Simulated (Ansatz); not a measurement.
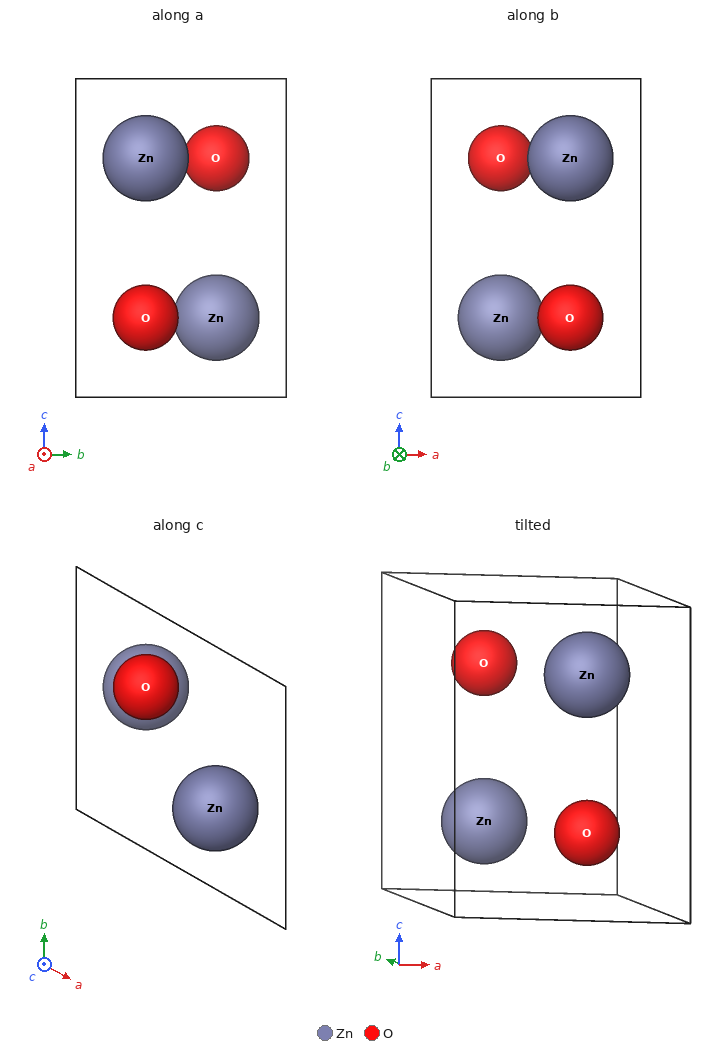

Drawn in the spheres-only manner and seen along the a axis, along the b axis, along the c axis and slightly off an axis. The wireframe shows the unit cell.

Lattice parameters: a = 3.3889 Å, b = 3.4096 Å, c = 4.4776 Å, α = 90.000°, β = 90.000°, γ = 119.799°.

Reconstruct the structure as a CIF in P1 with every atom of the cell, with free fractional coordinates to two decimals.

Answer.
```cif
data_structure
_symmetry_space_group_name_H-M 'P 1'
_symmetry_Int_Tables_number 1
_cell_length_a 3.3889
_cell_length_b 3.4096
_cell_length_c 4.4776
_cell_angle_alpha 90.000
_cell_angle_beta 90.000
_cell_angle_gamma 119.799
_cell_volume 44.90
loop_
_atom_site_label
_atom_site_type_symbol
_atom_site_fract_x
_atom_site_fract_y
_atom_site_fract_z
_atom_site_occupancy
Zn1 Zn 0.33 0.67 0.25 1
Zn2 Zn 0.66 0.33 0.75 1
O1 O 0.66 0.33 0.25 1
O2 O 0.33 0.67 0.75 1
```

The structure comes from a structure type filled with these elements by a generator (whether the compound takes this form wasn't checked). The cell was then strained or its atoms displaced on purpose. It was the input of a calculation with Ansatz.

At this level of theory the cell isn't at rest (compressed, at 8 GPa), so its distances can differ from those at equilibrium, the more so the softer the solid.
